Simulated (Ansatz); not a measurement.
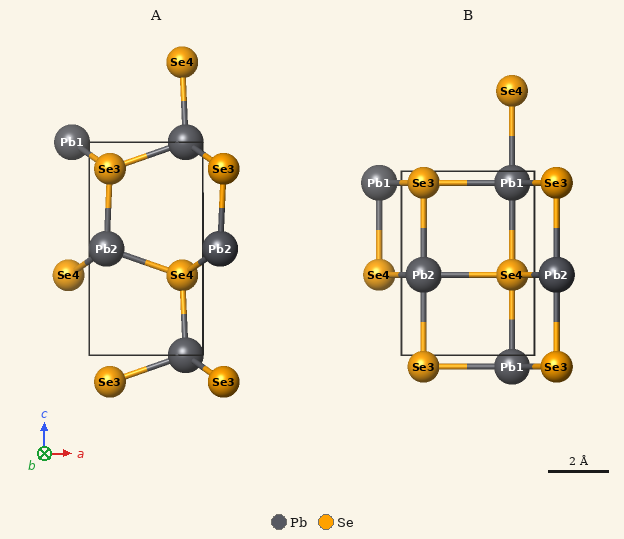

Two geometries of crystalline PbSe (built on the CdTe-36 type type), drawn at one scale. One is the start of a relaxation, the other its converged end. The picture is a ball-and-stick view of the cell of the calculation, seen along the b axis.

The calculation used DFT, PBEsol, plane waves, PAW in Ansatz. Settings: plane-wave cutoff 420 eV; k-point mesh 6 × 6 × 4; occupations fermi dirac; smearing width 0.03 eV; no spin polarisation; cell and atoms relaxed; force threshold 0.01 eV/Å; at most 120 steps.

> Which geometry has the lower energy?

Structure B is the relaxed one. The energy falls by 1.763 eV per cell of the calculation in 10 accepted moves (12 points after the start). Largest force component: 0.3 eV/Å at the start, 0.00038 eV/Å at the end. The pressure goes from 15.79 to 0.00 GPa. At 2 points the geometry stayed and the basis and grid were re-selected for the new cell (energy shift of 17.7 meV per cell of the calculation at most each time). The largest moves relative to the cell, 0.41 Å, are those of Pb1 and Pb2. Pb1 goes along [−1 1 −3]. Largest moves by element: Pb 0.41 Å, Se 0.40 Å. The volume changes by +18.1 %, with a = b 4.362 → 5.093 Å (+16.8 %), c 7.124 → 6.150 Å (−13.7 %), γ 119.4° → 119.0°. Some distances before and after: Pb1–Se4 4.456 → 3.075 Å, Pb1–Se4 (another image) 2.684 → 3.075 Å, Pb1–Se3 2.665 → 2.944 Å, Pb1–Se3 (another image) 2.684 → 2.961 Å. New bonds form: Pb1–Se4 (4.46 → 3.08 Å), Pb2–Se3 (4.46 → 3.08 Å). Bond angles that change, for instance: Se3–Pb2–Se4 114.4° → 90.0°, Pb1–Se4–Pb2 111.7° → 90.0°, Se3–Pb2–Se4 106.8° → 90.0°. The space group (tolerance 0.01 Å) goes from Cmc2_1 (No. 36) to Cmcm (No. 63). Cost: 3.6 min on 2 threads of Arm Neoverse N1 (shared host), peak memory 0.48 GiB.
